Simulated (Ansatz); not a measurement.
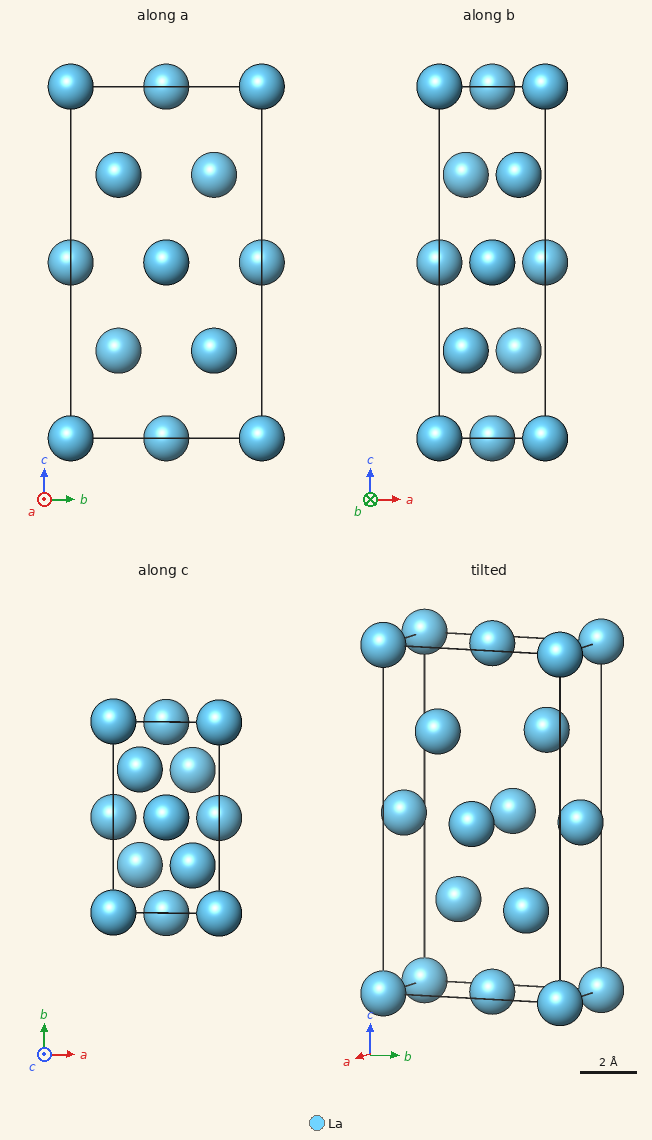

Drawn in the spheres-only manner and seen along the a axis, along the b axis, along the c axis and slightly off an axis. Atoms at the boundary of the drawn cell (a repeat of the simulation cell) (the box) are drawn once for each face, edge or corner they touch.

Lattice parameters: a = 3.7932 Å, b = 6.8494 Å, c = 12.6052 Å, α = 90.000°, β = 90.000°, γ = 90.516°.

Question: Convert the drawing into a CIF in P1 with every atom of the cell.

Answer:
```cif
data_structure
_symmetry_space_group_name_H-M 'P 1'
_symmetry_Int_Tables_number 1
_cell_length_a 3.7932
_cell_length_b 6.8494
_cell_length_c 12.6052
_cell_angle_alpha 90.000
_cell_angle_beta 90.000
_cell_angle_gamma 90.516
_cell_volume 327.49
loop_
_atom_site_label
_atom_site_type_symbol
_atom_site_fract_x
_atom_site_fract_y
_atom_site_fract_z
_atom_site_occupancy
La1 La 0.0000 0.5000 0.5000 1
La2 La 0.2500 0.7500 0.7492 1
La3 La 0.5000 0.5000 0.0000 1
La4 La 0.7500 0.7500 0.2492 1
La5 La 0.0000 0.0000 0.0000 1
La6 La 0.2500 0.2500 0.2492 1
La7 La 0.5000 0.0000 0.5000 1
La8 La 0.7500 0.2500 0.7492 1
```

The structure comes from a structure type filled with this element by a generator (whether the element takes this form wasn't checked). Earlier steps of the study may have refined or changed the cell and positions. Ansatz was used for an electronic-structure calculation on it.
